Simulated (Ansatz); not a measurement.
# A series of single points on Ge

System: Ge (Cmmm, 1 atom in the cell).
Method: DFT PBE, scalar-relativistic, plane waves, PAW, no spin polarisation (Ansatz 0.2.0).

The 8 runs differ only in the geometry, by a strain of the cell at fixed fractional positions. Against run 5, the strain is εxx = η and εyy = η. The structure derives from a Materials Project entry.

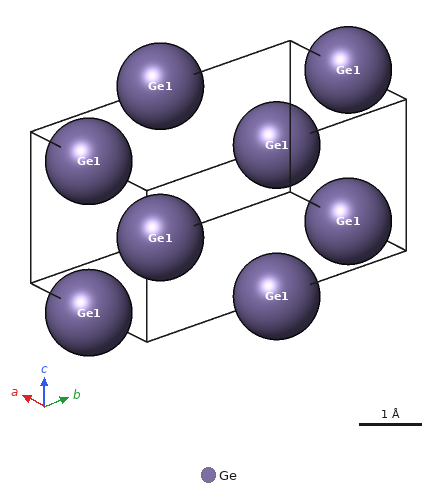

Figure 1. The structure of run 5 (spheres-only view of the cell 2 times as large as that of the calculation, set on its symmetry axes, seen at an oblique angle; atoms are numbered from 1 in the order of the input).

**Input of run 5**
```yaml
crystal:
  lattice:
    - [1.46700645, -2.7305418, 0.0]
    - [1.46700645, 2.7305418, 0.0]
    - [0.0, 0.0, 2.698231]
  atoms:
    - { symbol: Ge, position: [0.5, 0.5, 0.0] }
basis:
  ecutwfc: 420
kpoints:
  mp_grid: { grid: [20, 20, 18] }
hamiltonian:
  xc: pbe
scf:
  occupations: { method: gaussian, width: 0.15 }
output:
  forces: true
  stress: true
  eigenvalues: true
```

Command:
```bash
ansatz run input.yaml --threads 1 --pin off --max-ram 2560MiB --backend cpu --events-out ev --progress --plain --runs-dir out
```

Lattice vectors (Å) and fractional positions of run 5:
```
   1.467006   -2.730542    0.000000
   1.467006    2.730542    0.000000
   0.000000    0.000000    2.698231
Ge  0.500000  0.500000  0.000000
```

Run 7 differs from it as follows:
```diff
-    - [1.46700645, -2.7305418, 0.0]
-    - [1.46700645, 2.7305418, 0.0]
+    - [1.5193995375, -2.82806115, 0.0]
+    - [1.5193995375, 2.82806115, 0.0]
```

**Results, with one run withheld**

| run | strain parameter η (%) | free energy per atom, from the lowest run given (meV) | pressure (GPa) |
| --- | --- | --- | --- |
| 1 | −14.2857 | 291.74 | 23.58 |
| 2 | −9.5238 | 47.23 | 8.05 |
| 3 | −7.1429 | 0.00 | 3.08 |
| 4 | −2.3810 | 5.40 | −3.37 |
| 5 | 0.0000 | 44.07 | −5.34 |
| 6 | 2.3810 | 98.33 | −6.70 |
| 7 | 3.5714 | ? | ? |
| 8 | 4.7619 | 163.08 | −7.57 |

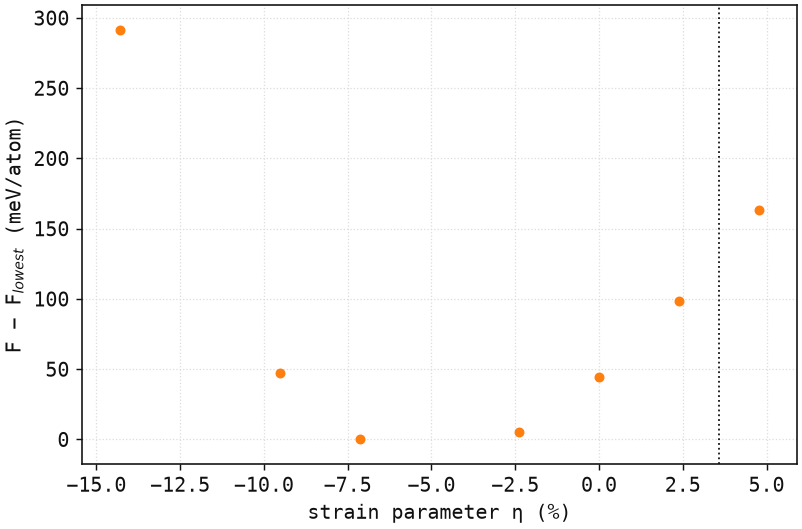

Figure 2. Free energy per atom of the runs given; the dotted line marks run 7.

Fit the runs given and predict run 7.

A cubic polynomial in the coordinate, fitted to the 7 runs given, misses them by at most 1.57 meV per atom. With x = η + 3.7415, it reads F = −9.0782 + 6.7705 x + 2.3645 x² − 0.092957 x³ (meV per atom). At run 7 it gives 130.53 meV per atom, and the run itself gives 129.71. The fit has its minimum at η = −5.0692 %. So low a polynomial doesn't follow these energies more closely.

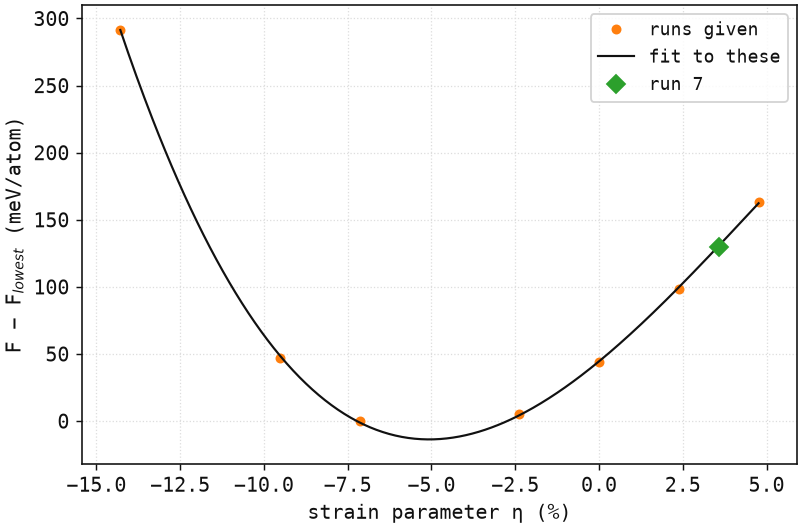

Figure 3. The fit and the withheld run.

**Output, shortened to warnings, some set-up lines, iterations and results (run 7)**
```
Basis set: ecut = 420 eV, 457 PW (Γ), exchange–correlation on 48×48×40 points (8 copies of the dense FFT grid, shifted against one another)
Symmetry: 8 space group operations
k-points: 1110 of 7200
Initial density: superposition of atomic densities (neutral atoms: chi_scale 0, normalization atom), corrected by the library's trained network
[...]
SCF iter   1: F=—  HF=-4294.596203 eV  |F-HF|=—  |Δ(HF+E_count)|=         —  Δρ=8.00e-4  dr2=1.59e-4  ethr=1.77e-3  ⟨swp⟩=5.0  Hψ=68821  notcnv=0
SCF iter   2: F=—  HF=-4294.596103 eV  |F-HF|=—  |Δ(HF+E_count)|=   9.94e-5  Δρ=5.48e-4  dr2=7.58e-5  ethr=1.14e-6  ⟨swp⟩=2.0  Hψ=27981  notcnv=0
SCF iter   3: F=—  HF=-4294.596096 eV  |F-HF|=—  |Δ(HF+E_count)|=   7.38e-6  Δρ=2.30e-4  dr2=1.18e-5  ethr=5.42e-7  ⟨swp⟩=2.2  Hψ=19207  notcnv=0
SCF iter   4: F=—  HF=-4294.596103 eV  |F-HF|=—  |Δ(HF+E_count)|=   7.31e-6  Δρ=1.07e-4  dr2=2.62e-6  ethr=8.40e-8  ⟨swp⟩=2.2  Hψ=14429  notcnv=0
SCF iter   5: F=—  HF=-4294.596104 eV  |F-HF|=—  |Δ(HF+E_count)|=   1.20e-6  Δρ=3.59e-5  dr2=2.28e-7  ethr=1.87e-8  ⟨swp⟩=2.0  Hψ=14287  notcnv=0
SCF iter   6: F=-4294.596104 eV  HF=-4294.596104 eV  |F-HF|=2.69e-8  |Δ(HF+E_count)|=   1.22e-7  Δρ=8.00e-6  dr2=9.01e-9  ethr=7.14e-10  ⟨swp⟩=5.1  Hψ=57921  notcnv=0
SCF 1 converged in 6 iterations: F = -4294.596104 eV  dr2 = 9.01e-9
SCF converged after 6 iterations
Free energy (F): -4294.596104 eV
Harris-Foulkes:  -4294.596104 eV  (|F-HF|=2.69e-8)
Internal energy: -4294.589874 eV  (E = F + TS)
E sigma→0 (E₀):  -4294.592989 eV
Entropy (-TS):   -0.006231 eV (-6.231 meV/atom)
Fermi energy:    8.111767 eV
--- Per-component energies (eV) ---
  E_band       = -151.810024
  E_kinetic    = 108.320507
  E_local      = -2324.916612  (includes V_loc(G=0)·N_el)
  E_nonlocal   = 415.092882
  E_hartree    = 1009.765911
  E_xc         = -74.430648
  E_vxc        = -62.963614  (∫ρ·V_xc dr)
  E_paw        = -2016.566161  (= ΣΔE_a)
  E_vpaw       = -306.869494  (= ΣTr[D̂ρ^β])
  E_aug_tail   = 0.000359  (compensation charges beyond the density's cutoff)
  E_ewald      = -1411.856111
  E_smearing   = -0.006231  (= −TS)
  E_closure    = 0.000000  (closes the sum)
  Σ components = -4294.596104   (vs F -4294.596104, Δ=0.00e0)
--- Forces (eV/Å), atoms counted from 1 ---
  atom   1  Ge     0.00000000     0.00000000     0.00000000
  max |Σ_I F_I| component: 6.31e-30 eV/Å
--- Stress (GPa, compression-positive) ---
       -9.488519       0.000000       0.000000
        0.000000     -10.029785       0.000000
        0.000000       0.000000      -2.036843
  P = ⅓ Tr σ = -7.1850 GPa (-71.850 kbar)
```
